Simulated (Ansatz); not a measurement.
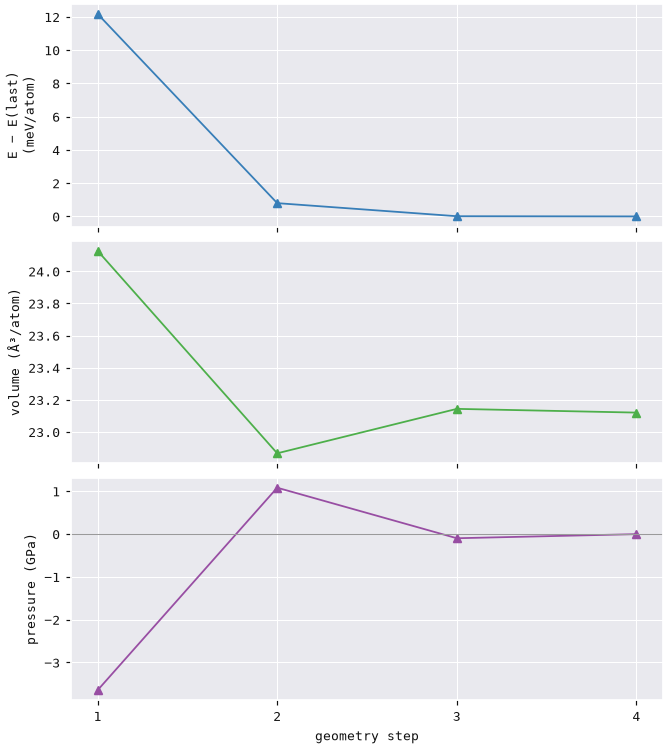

History of a geometry optimisation. Atoms and cell relax. A closing SCF on a freshly chosen basis isn't drawn.

- system: PtSe (F-43m, 2 atoms in the cell)
- method: Ansatz 0.2.0, DFT, PBE, PAW with Ansatz's default frozen-core files, scalar-relativistic; cutoff 420 eV, 10×10×10 k-mesh, Fermi–Dirac smearing of 0.08 eV

How did it end, and what did it gain?

Answer. The optimisation met its thresholds at geometry 4, counting the start as the first. The energy fell by about 12 meV/atom from the first step to the last. All forces vanish by symmetry, so only the cell moves.

Was the starting cell too large or too small?

Answer. The volume shrinks from 24.1 to 23.1 Å³ per atom (−4 %), overshooting to 22.9 at step 2, as the pressure goes from −3.6 GPa to about 0 GPa. The start was expanded.
